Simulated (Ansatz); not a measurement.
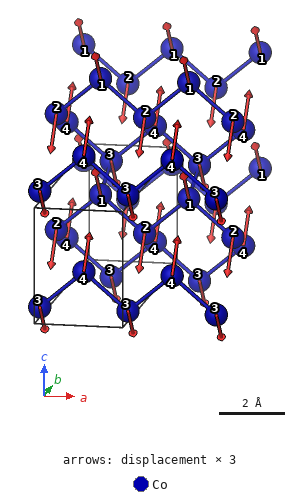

This is a relaxation of crystalline Co (built on the black phosphorus_64 type) (coarse preliminary run). The starting structure is drawn; red arrows show the displacements (the part carried along by the change of the cell is left out), magnified 3 times.

The picture is a ball-and-stick view of the conventional cell (2 times the calculation's cell), repeated 2 × 1 × 2 with one cell outlined, seen slightly off an axis. Lengths and directions refer to the drawn axes.

Case: black phosphorus type (Cmce, No. 64).

Computed with Ansatz 0.2.0, DFT r2SCAN, scalar-relativistic, plane waves, PAW.

Input file:
```yaml
crystal:
  lattice:
    - [1.3926417893, -4.4177458573, 0.0]
    - [1.3926417893, 4.4177458573, 0.0]
    - [0.0, 0.0, 3.6856622581]
  atoms:
    - { symbol: Co, position: [0.098, 0.902, 0.91], spin: 1.7 }
    - { symbol: Co, position: [0.598, 0.402, 0.59], spin: 1.7 }
    - { symbol: Co, position: [0.902, 0.098, 0.09], spin: 1.7 }
    - { symbol: Co, position: [0.402, 0.598, 0.41], spin: 1.7 }
basis:
  ecutwfc: 500
kpoints:
  mp_grid: { grid: [6, 6, 6] }
hamiltonian:
  xc: r2scan
scf:
  occupations: { method: gaussian, width: 0.1 }
  lower_state_search: "off"
output:
  forces: true
  stress: true
  eigenvalues: true
  populations: true
magnetization:
  spin_polarized: true
relax:
  adjacent_minimum: "off"
  f_tol: 0.04
  max_steps: 70
  cell: { stress_tol: 0.4 }
```

**What did the optimiser do to the structure, and how much energy did it gain?**

The largest moves relative to the cell, 0.48 Å, are those of Co1, Co2, Co3 and Co4. Co3 goes along [0 1 −2]. The drawn cell changes as follows: a 2.785 → 2.683 Å (−3.7 %), b 8.835 → 8.696 Å (−1.6 %), c 3.686 → 3.976 Å (+7.9 %); the volume changes by +2.3 %. Near-neighbour distances that change, for instance: Co1–Co3 3.097 → 2.403 Å, Co1–Co2 1.825 → 2.397 Å, Co1–Co3 (another image) 1.854 → 2.354 Å, Co1–Co2 (another image) 2.867 → 2.400 Å. New bonds form: Co1–Co3 (3.10 → 2.40 Å), Co2–Co4 (3.10 → 2.40 Å). Among the angles between lasting bonds that change: Co2–Co1–Co2 99.5° → 68.1°, Co2–Co1–Co3 103.4° → 90.0°. The space group (tolerance 0.01 Å) goes from Cmce (No. 64) to Fmmm (No. 69). The energy falls by 2402 meV per atom in 6 accepted moves (7 points after the start). The largest force component goes from 8.9 to 0.02 eV/Å. Pressure: 96.83 GPa at the start and −0.21 GPa at the end. The SCF was repeated once at an unchanged geometry on a basis and grid sized afresh for the cell, which shifted the energy by 0.6 meV per atom at most. The run took of the order of 4 core-minutes on a shared host.
